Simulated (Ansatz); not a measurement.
Cr (slab)

```
Cr
1.0
     2.81417    0.00000    0.00000
     0.00000    2.81417    0.00000
     0.00000    0.00000   27.66377
Cr
10
Direct
  0.50000 0.50000 0.27589
  0.00000 0.00000 0.32065
  0.50000 0.50000 0.37373
  0.00000 0.00000 0.42330
  0.50000 0.50000 0.47508
  0.00000 0.00000 0.52492
  0.50000 0.50000 0.57670
  0.00000 0.00000 0.62627
  0.50000 0.50000 0.67935
  0.00000 0.00000 0.72411
```

Computed without spin polarisation.

The calculation used Ansatz, DFT PBEsol, scalar-relativistic, plane waves, PAW.

**What can the converged valence pseudo-density and electron localisation function tell about the bonding?**

Cr–Cr (2.71 Å): ρ is about 0.33 e/Å³ halfway; the ELF is about 0.40 at the midpoint.

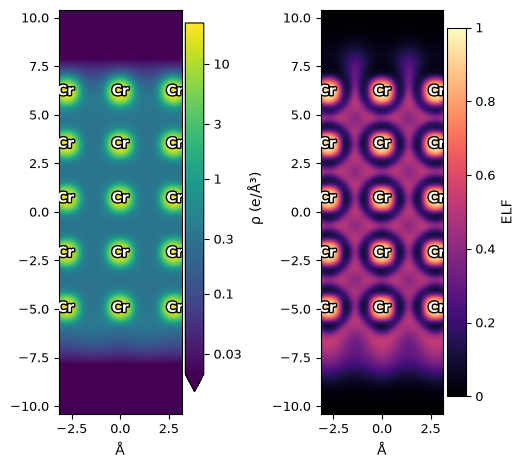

Computed valence pseudo-density and electron localisation function on the (100) plane of the calculation cell, a cut from vacuum to vacuum, in this order. 

In a PAW calculation such maps are meaningful between the atoms, not at the nuclei.
